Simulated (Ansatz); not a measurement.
## Quasiparticle gap of CS2NF5 (P-1)

Aim: the quasiparticle gap of CS2NF5 (P-1), starting from PBE.

Main program and level: Ansatz 0.2.0; PBE, then G0W0 on it, plane waves, PAW.

## Step 1: The starting structure

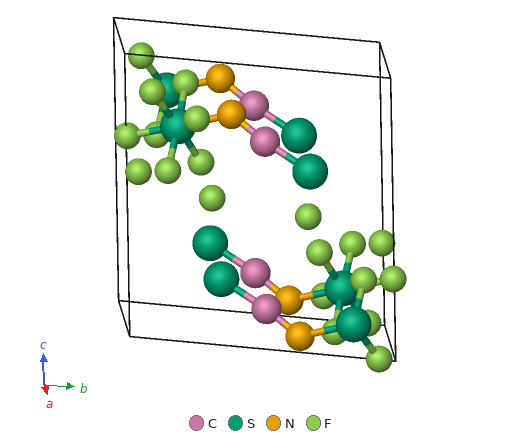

The starting structure, seen slightly off an axis (carbon pink, sulfur teal, nitrogen orange, fluorine green). 2×1×1 cells are drawn. Bonds to atoms that aren't drawn are left out.

The start is a cell from the Crystallography Open Database.

## Step 2: Relaxation

The structure is relaxed first.

This step: DFT, PBE, plane waves, PAW; PAW set soft_1.

Input file input.yaml:

```yaml
crystal:
  lattice:
    - [4.851, 0.0, 0.0]
    - [-0.2429962821, 7.4030130222, 0.0]
    - [-0.0929160701, -1.0366422871, 7.8775412009]
  atoms:
    - { symbol: C, position: [0.3764, 0.5076, 0.7806] }
    - { symbol: C, position: [0.6236, 0.4924, 0.2194] }
    - { symbol: S, position: [0.50892, 0.67052, 0.70603] }
    - { symbol: S, position: [0.49108, 0.32948, 0.29397] }
    - { symbol: S, position: [0.11907, 0.19101, 0.77463] }
    - { symbol: S, position: [0.88093, 0.80899, 0.22537] }
    - { symbol: "N", position: [0.2814, 0.3872, 0.8543] }
    - { symbol: "N", position: [0.7186, 0.6128, 0.1457] }
    - { symbol: F, position: [0.959, 0.28172, 0.63533] }
    - { symbol: F, position: [0.041, 0.71828, 0.36467] }
    - { symbol: F, position: [0.2719, 0.09121, 0.90767] }
    - { symbol: F, position: [0.7281, 0.90879, 0.09233] }
    - { symbol: F, position: [0.9656, 0.00581, 0.70568] }
    - { symbol: F, position: [0.0344, 0.99419, 0.29432] }
    - { symbol: F, position: [0.8777, 0.2322, 0.9009] }
    - { symbol: F, position: [0.1223, 0.7678, 0.0991] }
    - { symbol: F, position: [0.3531, 0.14084, 0.6434] }
    - { symbol: F, position: [0.6469, 0.85916, 0.3566] }
kpoints:
  mp_grid: { grid: [4, 4, 4] }
hamiltonian:
  xc: pbe
  pseudopotentials: { kind: paw, azcp: { folder: soft_1 } }
scf:
  occupations: { method: fermi_dirac, width: 0.02 }
relax:
  f_tol: 0.02
  max_steps: 60
```

Command:

```sh
> ansatz run input.yaml --threads 2 --pin off --max-ram 92160MiB --backend cuda --events-out ev --progress --plain --runs-dir out --devices 1 --max-vram 13GiB
```

Numbers of over 12 decimals in the logs are rounded to 6 here.

Output:

```text
GPUs: using 1 of 1 available (devices: 1).
Engine: ansatz 0.2.0, x86_64-unknown-linux-gnu
Pseudopotentials: kind: paw
Pseudopotential: C, paw, valence charge 4, recommended cutoff 420 eV (normal), soft_1/C.paw.azcp
Pseudopotential: S, paw, valence charge 6, recommended cutoff 420 eV (normal), soft_1/S.paw.azcp
Pseudopotential: N, paw, valence charge 5, recommended cutoff 420 eV (normal), soft_1/N.paw.azcp
Pseudopotential: F, paw, valence charge 7, recommended cutoff 420 eV (normal), soft_1/F.paw.azcp
Functional definition: PBE
  parameter kappa = 0.804
  parameter beta = 0.066725
  exchange = pbe_x(kappa = kappa, mu = beta*pi^2/3)
  correlation = pbe_c(beta = beta)
device memory: the entry about to start is reckoned to put 3.6 GiB on a device that reports 43.9 GiB free (of which the cap on the GPU budget leaves the run 13.0 GiB)
GPU FFT provider: cuFFT
GPU libraries: cuBLAS 13.8.2, cuFFT 12.4.0, cuSOLVER 12.3.4
Crystal: 18 atoms, lattice volume = 282.898 Å³
Basis set: ecut = 420 eV, 5521 PW (Γ), exchange–correlation on 72×100×108 points (8 copies of the dense FFT grid, shifted against one another)
Bands: 74, of which v1, the nominal top of the filled ones, is band 56 counted from 1 (55 counted from 0)
Symmetry: 2 space group operations
Space group: P-1 (ITA 2), of the structure as read, at distance tolerance 6.6e-5 Å
k-points: 36 of 64
Non-local potential: C, projectors of the file, l = 0: 2, l = 1: 2, l = 2: 1
Non-local potential: S, projectors of the file, l = 0: 2, l = 1: 2, l = 2: 1
Non-local potential: N, projectors of the file, l = 0: 2, l = 1: 2, l = 2: 1
Non-local potential: F, projectors of the file, l = 0: 2, l = 1: 2, l = 2: 1
PAW form: soft (Blöchl's): semilocal exchange-correlation on the pseudo side does not see the compensation charge
PAW one-centre angular grid: C, 110 points (default); XC on 64 Gauss nodes
PAW one-centre angular grid: S, 110 points (default); XC on 64 Gauss nodes
PAW one-centre angular grid: N, 110 points (default); XC on 64 Gauss nodes
PAW one-centre angular grid: F, 110 points (default); XC on 64 Gauss nodes
Initial density: superposition of atomic densities (chi_scale 0.1, normalization cell, long waves 75 % of neutral atoms (reshape's long-wave potential 1.75 eV rms, cloud 1.62 Å wide))
Initial wavefunctions: pseudopotential atomic-orbital guess
GPU buffer pool allocated for 97200 grid points (all kernels)
GPU transforms: local potential and band sums: pruned to the plane-wave sphere, on 36×50×54
Functional: x = pbe(κ = 0.804, μ = 0.219515), c = pbe(β = 0.066725)
SCF iter   1: F=—  HF=-12965.612199 eV  |F-HF|=—  |Δ(HF+E_count)|=         —  Δρ=1.11e-1  dr2=4.88e1  ethr=3.10e-3  ⟨swp⟩=7.0  Hψ=13714  notcnv=0  defer=136
preconditioner: auto → Resta (q_TF=auto, 2.338 Å⁻¹)  ε∞=3.1  [insulator: Δε(μ)=2.027 eV  Ē_g=16.031 eV  σ=0.020 eV  W_gap=1.00  n_scr=62 (ndim 8)  ℏωp=23.4 eV  f_vac=0.198  D(μ)=0.00/eV (n_scr^D=0)  ε∞_Penn≈3.1]
SCF iter   2: F=—  HF=-12952.724753 eV  |F-HF|=—  |Δ(HF+E_count)|=    1.29e1  Δρ=4.90e-2  dr2=8.49e0  ethr=3.10e-3  ⟨swp⟩=5.4  Hψ=6674  notcnv=0  defer=504
SCF iter   3: F=—  HF=-12950.767151 eV  |F-HF|=—  |Δ(HF+E_count)|=    1.96e0  Δρ=2.36e-2  dr2=1.55e0  ethr=3.10e-3  ⟨swp⟩=4.2  Hψ=4666  notcnv=0  defer=438
SCF iter   4: F=—  HF=-12950.363976 eV  |F-HF|=—  |Δ(HF+E_count)|=   4.03e-1  Δρ=9.26e-3  dr2=1.78e-1  ethr=1.39e-3  ⟨swp⟩=3.6  Hψ=5065  notcnv=0  defer=432
SCF iter   5: F=—  HF=-12950.331117 eV  |F-HF|=—  |Δ(HF+E_count)|=   3.29e-2  Δρ=3.40e-3  dr2=4.66e-2  ethr=1.59e-4  ⟨swp⟩=2.4  Hψ=4984  notcnv=0  defer=432
SCF iter   6: F=—  HF=-12950.322205 eV  |F-HF|=—  |Δ(HF+E_count)|=   8.91e-3  Δρ=9.53e-4  dr2=3.55e-3  ethr=4.16e-5  ⟨swp⟩=3.0  Hψ=4319  notcnv=0  defer=432
SCF iter   7: F=—  HF=-12950.323270 eV  |F-HF|=—  |Δ(HF+E_count)|=   1.06e-3  Δρ=4.40e-4  dr2=4.01e-4  ethr=3.17e-6  ⟨swp⟩=2.0  Hψ=3865  notcnv=0  defer=432
SCF iter   8: F=—  HF=-12950.323317 eV  |F-HF|=—  |Δ(HF+E_count)|=   4.71e-5  Δρ=1.82e-4  dr2=6.53e-5  ethr=3.58e-7  ⟨swp⟩=2.0  Hψ=4172  notcnv=0  defer=432
SCF iter   9: F=-12950.323323 eV  HF=-12950.323323 eV  |F-HF|=2.30e-7  |Δ(HF+E_count)|=   6.19e-6  Δρ=5.17e-5  dr2=6.47e-6  ethr=8.93e-9  ⟨swp⟩=4.0  Hψ=12025  notcnv=0
SCF 1 converged in 9 iterations: F = -12950.323323 eV  dr2 = 6.47e-6
  greatest PAW one-centre occupation: 0.936 electrons in one spin orbital (limit 2), on the F atom at site 11 (counted from 0), in its partial waves of l = 0
relax step   1: F+E_penalty+E_count = -12950.32332340 eV  Δ(F+E_penalty+E_count) = +0.000e0 eV  max|allowed force component| = 1.262e0 eV/Å  Δτ_max = 0.0000 Å  (9 SCF iters, dr2 threshold 1.00e-5 eV, accepted)
[...]
relax step   2: F+E_penalty+E_count = -12950.52052816 eV  Δ(F+E_penalty+E_count) = -1.972e-1 eV  max|allowed force component| = 7.775e-1 eV/Å  Δτ_max = 0.0565 Å  (6 SCF iters, dr2 threshold 9.96e-5 eV, accepted)
[...]
relax step   3: F+E_penalty+E_count = -12950.58761889 eV  Δ(F+E_penalty+E_count) = -6.709e-2 eV  max|allowed force component| = 3.181e-1 eV/Å  Δτ_max = 0.1949 Å  (7 SCF iters, dr2 threshold 3.78e-5 eV, accepted)
[...]
relax step   4: F+E_penalty+E_count = -12950.62155563 eV  Δ(F+E_penalty+E_count) = -3.394e-2 eV  max|allowed force component| = 7.996e-1 eV/Å  Δτ_max = 0.1451 Å  (7 SCF iters, dr2 threshold 1.69e-5 eV, accepted)
[...]
relax step   5: F+E_penalty+E_count = -12950.65376049 eV  Δ(F+E_penalty+E_count) = -3.220e-2 eV  max|allowed force component| = 1.860e-1 eV/Å  Δτ_max = 0.1005 Å  (6 SCF iters, dr2 threshold 1.00e-4 eV, accepted)
[...]
relax step   6: F+E_penalty+E_count = -12950.65736259 eV  Δ(F+E_penalty+E_count) = -3.602e-3 eV  max|allowed force component| = 3.133e-2 eV/Å  Δτ_max = 0.0311 Å  (6 SCF iters, dr2 threshold 2.16e-6 eV, accepted)
[...]
relax step   7: F+E_penalty+E_count = -12950.65763648 eV  Δ(F+E_penalty+E_count) = -2.739e-4 eV  max|allowed force component| = 1.492e-2 eV/Å  Δτ_max = 0.0117 Å  (7 SCF iters, accepted)
SCF converged after 7 iterations
Free energy (F): -12950.657636 eV
Harris-Foulkes:  -12950.657636 eV  (|F-HF|=1.35e-8)
Internal energy: -12950.657636 eV  (E = F + TS)
E sigma→0 (E₀):  -12950.657636 eV
Fermi energy:    2.260453 eV
--- Per-component energies (eV) ---
  E_band       = -960.550587
  E_kinetic    = 2839.719074
  E_local      = -11005.593605  (includes V_loc(G=0)·N_el)
  E_nonlocal   = 1121.316312
  E_hartree    = 4239.343327
  E_xc         = -1328.398318
  E_vxc        = -1572.154020  (∫ρ·V_xc dr)
  E_paw        = -4938.554612  (= ΣΔE_a)
  E_vpaw       = -822.532246  (= ΣTr[D̂ρ^β])
  E_aug_tail   = 0.008981  (compensation charges beyond the density's cutoff)
  E_ewald      = -3878.498795
  E_smearing   = -0.000000  (= −TS)
  E_closure    = -0.000000  (closes the sum)
  Σ components = -12950.657636   (vs F -12950.657636, Δ=0.00e0)
--- Forces (eV/Å), atoms counted from 1 ---
  atom   1  C     -0.00233576    -0.00010653     0.00243394
  atom   2  C      0.00233576     0.00010653    -0.00243394
  atom   3  S     -0.00332916    -0.00998488     0.00596448
  atom   4  S      0.00332916     0.00998488    -0.00596448
  atom   5  S      0.00074756     0.00759887     0.01066961
  atom   6  S     -0.00074756    -0.00759887    -0.01066961
  atom   7  N      0.00039430     0.01492298    -0.01067920
  atom   8  N     -0.00039430    -0.01492298     0.01067920
  atom   9  F     -0.00162572     0.00022415    -0.00072217
  atom  10  F      0.00162572    -0.00022415     0.00072217
  atom  11  F      0.00122930    -0.00544558     0.00133506
  atom  12  F     -0.00122930     0.00544558    -0.00133506
  atom  13  F      0.00335356     0.00185600    -0.00032264
  atom  14  F     -0.00335356    -0.00185600     0.00032264
  atom  15  F      0.00121894     0.00022728     0.00080412
  atom  16  F     -0.00121894    -0.00022728    -0.00080412
  atom  17  F      0.00485706    -0.00778909    -0.00595782
  atom  18  F     -0.00485706     0.00778909     0.00595782
  max |Σ_I F_I| component: 0.00e0 eV/Å
--- Relaxed structure (7 steps of the walk, 7 accepted, 0 SCFs on fresh bases) ---
  F+E_penalty+E_count = -12950.65763648 eV   max|allowed force component| = 1.492e-2 eV/Å
  atoms:
    - { symbol: C, position: [0.370467, 0.511281, 0.778967] }
    - { symbol: C, position: [0.629533, 0.488719, 0.221033] }
    - { symbol: S, position: [0.506911, 0.674313, 0.703008] }
    - { symbol: S, position: [0.493089, 0.325687, 0.296992] }
    - { symbol: S, position: [0.112324, 0.191286, 0.772812] }
    - { symbol: S, position: [0.887676, 0.808714, 0.227188] }
    - { symbol: N, position: [0.269533, 0.391410, 0.854547] }
    - { symbol: N, position: [0.730467, 0.608590, 0.145453] }
    - { symbol: F, position: [0.949893, 0.282488, 0.627727] }
    - { symbol: F, position: [0.050107, 0.717512, 0.372273] }
    - { symbol: F, position: [0.266131, 0.090796, 0.911793] }
    - { symbol: F, position: [0.733869, 0.909204, 0.088207] }
    - { symbol: F, position: [0.960521, -0.000425375, 0.701230] }
    - { symbol: F, position: [0.039479, 1.000425, 0.298770] }
    - { symbol: F, position: [0.860245, 0.231962, 0.899060] }
    - { symbol: F, position: [0.139755, 0.768038, 0.100940] }
    - { symbol: F, position: [0.358221, 0.140104, 0.641007] }
    - { symbol: F, position: [0.641779, 0.859896, 0.358993] }
```

Wall time 36 s (1 × NVIDIA H100 80GB HBM3 (shared by 6 runs) with 2 threads of AMD EPYC 7R13 (Zen 3), shared host); peak memory 0.99 GiB; 54 s of CPU time.

Relaxation path:

```
step  energy less that of the first step (eV)  largest force component (eV/Å)
   1                                   0.0000                          1.2625
   2                                  -0.1972                          0.7775
   3                                  -0.2643                          0.3181
   4                                  -0.2982                          0.7996
   5                                  -0.3304                          0.1860
   6                                  -0.3340                          0.0313
   7                                  -0.3343                          0.0149
```

Forces are held to the 2 operations that the run works with; a distortion that breaks them can't arise in this run.

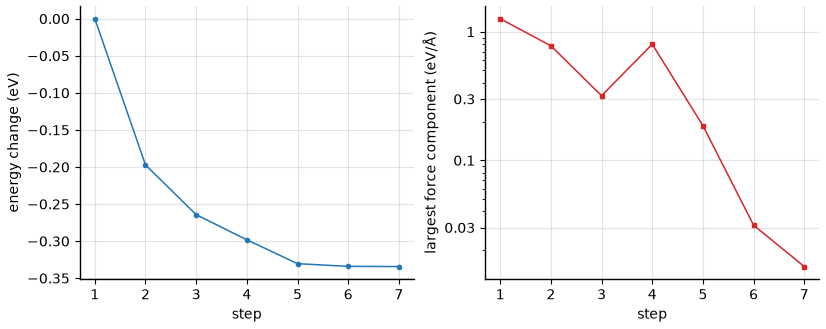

Energy and largest force along the relaxation.

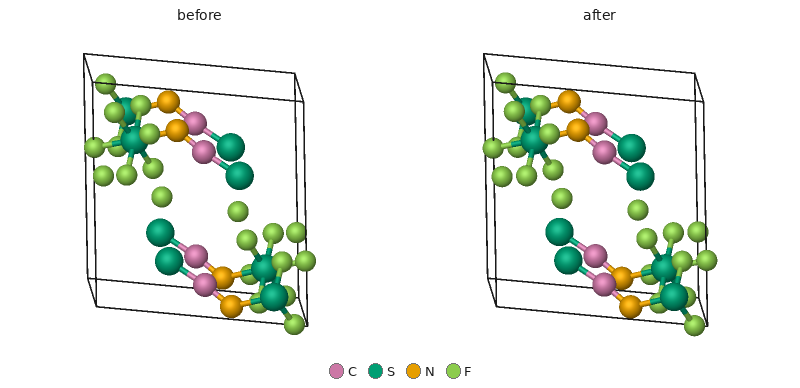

The structure before and after the relaxation, drawn at the same scale. Bonds to atoms that aren't drawn are left out.

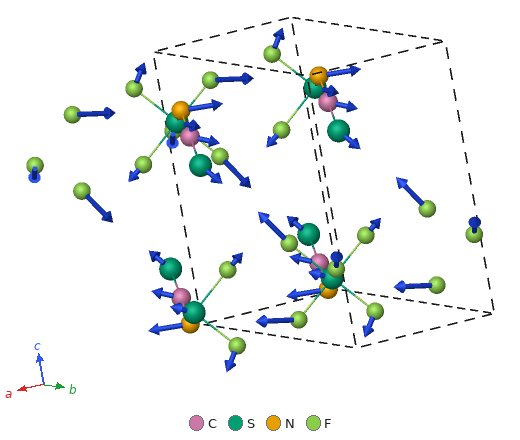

Displacements in the relaxation, exaggerated; the longest in the cell stands for 0.09 Å. Bonds to atoms that aren't drawn are left out. 2×1×1 cells are drawn.

The atoms that moved most (Å):

```
atom      dx      dy      dz  length
 F16   0.084   0.000   0.014   0.086
 F15  -0.084   0.000  -0.014   0.086
  F9  -0.044   0.014  -0.060   0.075
 F10   0.044  -0.014   0.060   0.075
  N8   0.059  -0.031  -0.002   0.066
  N7  -0.059   0.031   0.002   0.066
 F13  -0.023  -0.042  -0.035   0.059
 F14   0.023   0.042   0.035   0.059
```

(Part 1 of 3 ends here.)

[Paths, hosts, dates, memory and timing lines, banners, echoed tables and standing remarks are left out of the program output.]

[Logs are printed without paths, hosts, clocks, repeated set-up lines and the standing remarks that a program may print on its own settings, such as how far it seeks lower states.]

[Runs of the session that timed out or met a known fault of the program may be left out.]

[Cells called generated may have been cut or substituted from an entry of the Crystallography Open Database or the Materials Project.]

[Hosts, paths, dates, database ids (printed as entryN), source tags and the programs' standing remarks are cut or masked in the printed files.]

[Where an RPA ε∞ is given, it is that of the G0W0 mesh and is not shown converged in it. Names of k-points follow the symmetry that the program found, which can be lower than the space group named. Band edges on a path are those of the sampled points; other points can move an edge, and change direct to indirect where valleys lie close.]

[Hybrid gaps are those of their k-mesh and are not shown converged in it.]
